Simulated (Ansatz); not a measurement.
# Band-structure calculation of SiC

SiC (P6₃mc, 4 atoms in the cell), computed with DFT, r2SCAN, plane waves, PAW, no spin polarisation (Ansatz 0.2.0).

The structure was built on a prototype by a generator. The geometry comes from this level: r2SCAN (a point of a series of strains). It belongs to a series of runs on one base structure; here: epitaxial_xy strain +2.0%.

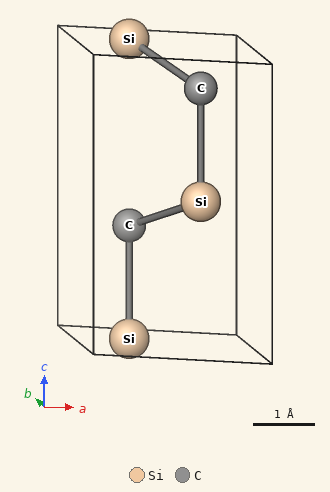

**Figure 1.** The structure (ball-and-stick view of the cell of the calculation, seen slightly off an axis).

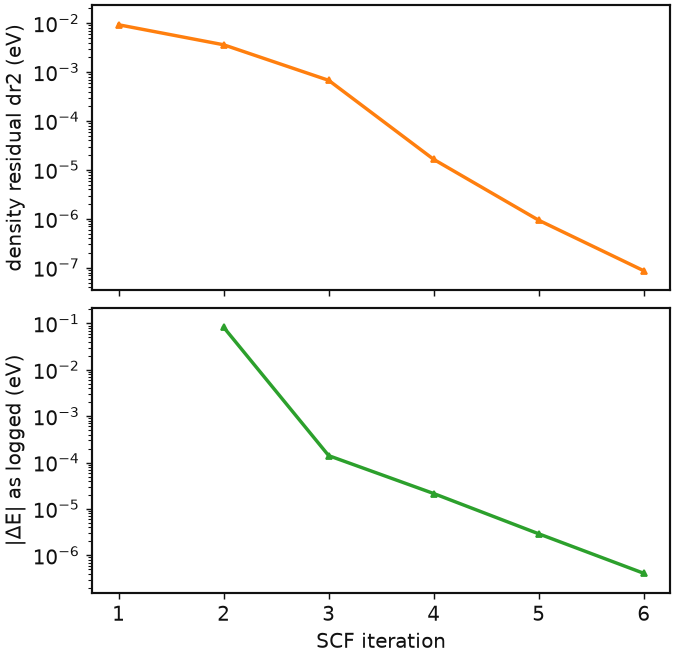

**Figure 2.** Convergence of the self-consistent field: density residual dr2 and size of the energy change against the SCF iteration. The residual falls at every step.

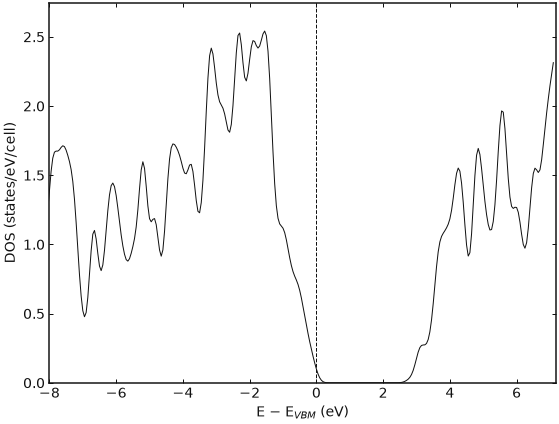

**Figure 3.** Density of states (the curve is built from the levels of the k mesh with Gaussians 0.3 eV wide, which also blur the band edges), with energies from the valence-band top. There is a gap of 2.78 eV on the k-point mesh. Small ripples come from the finite k-point mesh.

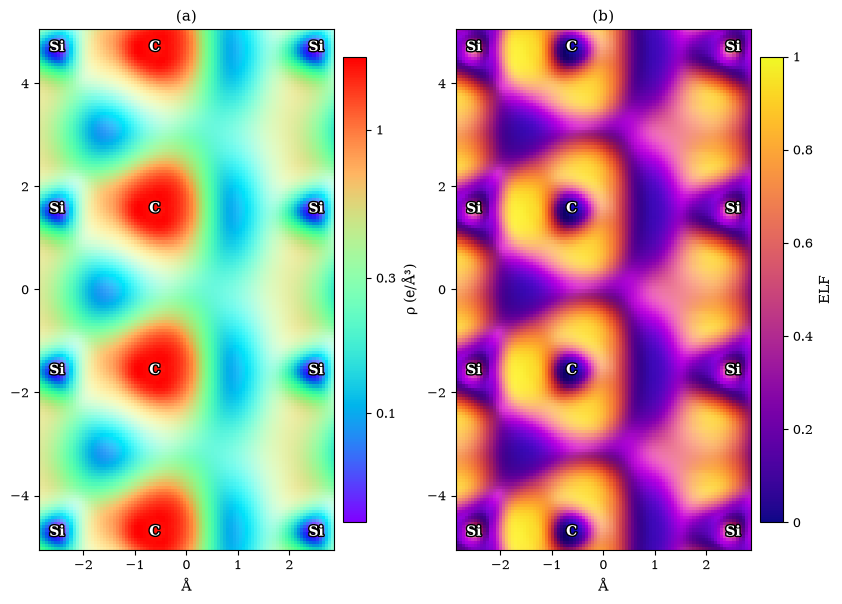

**Figure 4.** (a) valence charge density (pseudo); (b) electron localisation function on the (11̄0) plane of the conventional cell. The section cuts through Si and C sites. Si–C (1.90 Å): ρ at the midpoint is about 0.88 e/Å³; the ELF peaks at about 0.95 between the atoms, which marks a shared electron pair. Away from the nuclei the density in this plane falls to 0.08 e/Å³ at its lowest. Core electrons are frozen (PAW), so the fields are smoothed inside the atomic spheres.

The input and output of the run follow.

## Input
```yaml
crystal:
  lattice:
    - [3.136863364, 0.0, 0.0]
    - [-1.568431682, 2.7166033614, 0.0]
    - [0.0, 0.0, 5.0321377631]
  atoms:
    - { symbol: Si, position: [0.3333333333, 0.6666666667, -0.0014138072] }
    - { symbol: Si, position: [0.6666666667, 0.3333333333, 0.4985861928] }
    - { symbol: C, position: [0.3333333333, 0.6666666667, 0.3764138072] }
    - { symbol: C, position: [0.6666666667, 0.3333333333, 0.8764138072] }
kpoints:
  mp_grid: { grid: [12, 12, 6] }
  band_path:
    path:
      - [0.0, 0.0, 0.0]
      - [0.5, 0.0, 0.0]
      - [0.3333333333, 0.3333333333, 0.0]
      - [0.0, 0.0, 0.5]
      - [0.5, 0.0, 0.5]
      - [0.3333333333, 0.3333333333, 0.5]
    npoints: 1
hamiltonian:
  xc: r2scan
scf:
  occupations: { method: fixed }
  n_extra_bands: 5
output:
  forces: true
  stress: true
  eigenvalues: true
  write_density: true
  write_potential: true
  elf: true
  volumetric_format: npy
```

Command:
```bash
ansatz run input.yaml --threads 2 --pin off --max-ram 20275MiB --backend cpu --events-out ev --progress --plain --runs-dir out
```

## What the program printed
```
scf.n_extra_bands = 5 over 8 filled bands (N_el = 16.0): the run solves 13 bands
Engine: ansatz 0.2.0, x86_64-unknown-linux-gnu
Pseudopotentials: kind: paw
Pseudopotential: Si, paw, valence charge 4, recommended cutoff 500 eV (meta_gga), Si.paw.azcp
Pseudopotential: C, paw, valence charge 4, recommended cutoff 500 eV (meta_gga), C.paw.azcp
Functional definition: r2SCAN
  parameter k0 = 0.174
  parameter k1 = 0.065
  parameter a1 = 4.9479
  exchange = r2scan_x(k0 = k0, k1 = k1, a1 = a1)
  correlation = r2scan_c
Crystal: 4 atoms, lattice volume = 42.882 Å³
Basis set: ecut = 500 eV, 1087 PW (Γ), exchange–correlation on 96×96×160 points (64 copies of the dense FFT grid, shifted against one another)
Bands: 13, of which v1, the nominal top of the filled ones, is band 8 counted from 1 (7 counted from 0)
Symmetry: 12 space group operations
Space group: P63mc (ITA 186), of the structure as read, at distance tolerance 3.5e-5 Å
k-points: 76 of 864 (time reversal used)
Non-local potential: Si, projectors of the file, l = 0: 2, l = 1: 2, l = 2: 2
Non-local potential: C, projectors of the file, l = 0: 2, l = 1: 2, l = 2: 1
PAW form: soft (Blöchl's): semilocal exchange-correlation on the pseudo side does not see the compensation charge
PAW frozen core: Si, regenerated for the run's functional (the file was generated under x = pbe(κ = 0.804, μ = 0.2195149727645171), c = pbe(β = 0.06672455060314922))
PAW frozen core: C, regenerated for the run's functional (the file was generated under x = pbe(κ = 0.804, μ = 0.2195149727645171), c = pbe(β = 0.06672455060314922))
PAW one-centre angular grid: Si, 302 points (default); XC on 160 Gauss nodes
PAW one-centre angular grid: C, 302 points (default); XC on 239 of its mesh's 2573 points in the sphere
Initial density: superposition of atomic densities (neutral atoms: chi_scale 0, normalization atom), corrected by the library's trained network
Initial wavefunctions: pseudopotential atomic-orbital guess
Functional: x = r2scan, c = r2scan; τ floored in thin density (d = 2e-4 eV/Å³)
SCF iter   1: F=—  HF=-1782.507137 eV  |F-HF|=—  |Δ(HF+E_count)|=         —  Δρ=5.83e-3  dr2=9.26e-3  dr2_τ=3.51e-1  ethr=1.77e-3  ⟨swp⟩=4.4  Hψ=5527  notcnv=0  defer=215
preconditioner: auto → none  [insulator: Δε(μ)=2.746 eV  Ē_g=13.049 eV  n_scr=8 (ndim 8)  ℏωp=22.7 eV  f_vac=0.000  ε∞_Penn≈4.0]
SCF iter   2: F=—  HF=-1782.589612 eV  |F-HF|=—  |Δ(HF+E_count)|=   8.25e-2  Δρ=3.93e-3  dr2=3.61e-3  dr2_τ=6.25e-5  ethr=5.79e-5  ⟨swp⟩=2.8  Hψ=2433  notcnv=0  defer=225
SCF iter   3: F=—  HF=-1782.589471 eV  |F-HF|=—  |Δ(HF+E_count)|=   1.41e-4  Δρ=1.30e-3  dr2=6.77e-4  dr2_τ=1.04e-5  ethr=2.26e-5  ⟨swp⟩=2.0  Hψ=1634  notcnv=0  defer=225
SCF iter   4: F=—  HF=-1782.589493 eV  |F-HF|=—  |Δ(HF+E_count)|=   2.15e-5  Δρ=2.37e-4  dr2=1.64e-5  dr2_τ=4.30e-6  ethr=4.23e-6  ⟨swp⟩=2.0  Hψ=1622  notcnv=0  defer=225
SCF iter   5: F=—  HF=-1782.589490 eV  |F-HF|=—  |Δ(HF+E_count)|=   2.91e-6  Δρ=6.42e-5  dr2=9.35e-7  dr2_τ=4.24e-8  ethr=1.02e-7  ⟨swp⟩=2.0  Hψ=1420  notcnv=0  defer=76
SCF iter   6: F=-1782.589490 eV  HF=-1782.589490 eV  |F-HF|=1.71e-8  |Δ(HF+E_count)|=   4.10e-7  Δρ=1.83e-5  dr2=8.68e-8  dr2_τ=1.20e-9  ethr=6.25e-10  ⟨swp⟩=13.3  Hψ=8476  notcnv=0
SCF 1 converged in 6 iterations: F = -1782.589490 eV  dr2 = 8.68e-8
  greatest PAW one-centre occupation: 0.654 electrons in one spin orbital (limit 2), on the C atom at site 3 (counted from 0), in its partial waves of l = 0
NSCF: frozen V_eff on 6 k-points
SCF converged after 6 iterations
Free energy (F): -1782.589490 eV
Harris-Foulkes:  -1782.589490 eV  (|F-HF|=1.71e-8)
Internal energy: -1782.589490 eV  (E = F + TS)
E sigma→0 (E₀):  -1782.589490 eV
Fermi energy:    9.097665 eV
--- Per-component energies (eV) ---
  E_band       = 45.541408
  E_kinetic    = 268.290143
  E_local      = -213.550768  (includes V_loc(G=0)·N_el)
  E_nonlocal   = 99.725370
  E_hartree    = 66.710080
  E_xc         = -201.428578
  E_vxc        = -235.523365  (∫ρ·V_xc dr)
  E_paw        = -1240.228913  (= ΣΔE_a)
  E_vpaw       = -17.902264  (= ΣTr[D̂ρ^β])
  E_aug_tail   = 0.000016  (compensation charges beyond the density's cutoff)
  E_vtau       = 11.080258  (kinetic-family band-sum trace: ∫τ·v_τ [+ j·A + Jᵃ·Aᵃ] dr)
  E_ewald      = -561.904426
  E_core_change = -0.202413  (= ΣΔE_core)
  E_smearing   = -0.000000  (= −TS)
  E_closure    = 0.000000  (closes the sum)
  Σ components = -1782.589490   (vs F -1782.589490, Δ=0.00e0)
--- Forces (eV/Å), atoms counted from 1 ---
  atom   1  Si     0.00000000    -0.00000000    -0.00233390
  atom   2  Si     0.00000000     0.00000000    -0.00233390
  atom   3  C      0.00000000    -0.00000000     0.00232242
  atom   4  C     -0.00000000     0.00000000     0.00232242
  max |Σ_I F_I| component: 2.30e-5 eV/Å
--- Stress (GPa, compression-positive) ---
      -11.603739       0.000000       0.000000
       -0.000000     -11.603739      -0.000000
        0.000000      -0.000000      -0.016163
  P = ⅓ Tr σ = -7.7412 GPa (-77.412 kbar)
--- Band table (eV; the first three rows and the last of 76) ---
  k-point 0: bands = ["-6.9933", "-3.3262", "0.3531", "7.5449", "7.5449", "9.0229", "9.0229", "9.0977", "13.7332", "15.6339", "15.8416", "15.8416", "17.2525"]
  k-point 1: bands = ["-6.8516", "-3.8672", "1.1212", "7.6291", "7.6291", "8.3657", "8.9060", "8.9060", "13.8724", "15.8902", "15.8902", "16.0371", "16.9752"]
  k-point 2: bands = ["-6.4308", "-4.8466", "2.7653", "6.6900", "7.8682", "7.8682", "8.6018", "8.6018", "14.2841", "15.7512", "16.1094", "16.1094", "17.2592"]
  k-point 75: bands = ["-2.3559", "-2.3559", "1.1325", "1.1325", "3.4387", "3.4387", "7.4015", "7.4015", "14.6604", "14.6604", "15.7625", "15.7625", "19.5987"]
```

## File v_z.tsv
```
# z_ang	v_es[eV]	v_tot[eV]
# format = ansatz-planar-average/11
# xc	r2scan
# density_cutoff_ev	2000
# datasets	Si=:simpson_from_first_knot:soft:shift=0	C=:simpson_from_first_knot:soft:shift=0
# lattice	3.136863364	0.000000000	0.000000000
# lattice	-1.568431682	2.716603361	0.000000000
# lattice	0.000000000	0.000000000	5.032137763
# sites	4
# site	14	0.000000000	1.811068908	-0.007114473
# site	14	1.568431682	0.905534454	2.508954409
# site	6	0.000000000	1.811068908	1.894166134
# site	6	1.568431682	0.905534454	4.410235015
0.000000	-4.252545e0	-1.770738e1
0.125803	-3.071193e0	-1.574335e1
0.251607	-1.488822e0	-1.322978e1
0.377410	5.934432e-1	-1.017193e1
0.503214	3.039954e0	-6.826898e0
0.629017	5.573538e0	-3.734092e0
0.754821	7.757224e0	-1.550503e0
0.880624	9.230437e0	-1.495959e-2
1.006428	1.000509e1	6.460091e-1
1.132231	1.014890e1	3.627585e-1
1.258034	9.481770e0	-8.474907e-1
1.383838	7.791702e0	-3.297149e0
1.509641	5.277867e0	-6.652774e0
1.635445	2.414068e0	-1.020653e1
1.761248	-5.208410e-1	-1.368641e1
1.887052	-3.175509e0	-1.685442e1
2.012855	-5.032676e0	-1.909598e1
2.138659	-5.895703e0	-2.025422e1
2.264462	-5.892679e0	-2.031819e1
2.390265	-5.244746e0	-1.936491e1
2.516069	-4.252545e0	-1.770738e1
2.641872	-3.071193e0	-1.574335e1
2.767676	-1.488822e0	-1.322978e1
2.893479	5.934432e-1	-1.017193e1
3.019283	3.039954e0	-6.826898e0
3.145086	5.573538e0	-3.734092e0
3.270890	7.757224e0	-1.550503e0
3.396693	9.230437e0	-1.495959e-2
3.522496	1.000509e1	6.460091e-1
3.648300	1.014890e1	3.627585e-1
3.774103	9.481770e0	-8.474907e-1
3.899907	7.791702e0	-3.297149e0
4.025710	5.277867e0	-6.652774e0
4.151514	2.414068e0	-1.020653e1
4.277317	-5.208410e-1	-1.368641e1
4.403121	-3.175509e0	-1.685442e1
4.528924	-5.032676e0	-1.909598e1
4.654727	-5.895703e0	-2.025422e1
4.780531	-5.892679e0	-2.031819e1
4.906334	-5.244746e0	-1.936491e1
```

## Key numbers

```tsv
quantity	value
outcome	converged
space group (tolerance 0.01 Å)	P6₃mc (186)
electrons treated	16
free energy	−1782.5895 eV
Fermi energy	9.098 eV
gap on the k-point mesh	2.78 eV
pressure	−7.74 GPa
largest force (length of the vector)	0.002 eV/Å
hardware	2 threads of AMD EPYC (Zen 3), 144 GiB of memory available, shared host
wall time	3.7 s (CPU time 7 s)
peak memory	0.66 GiB
```
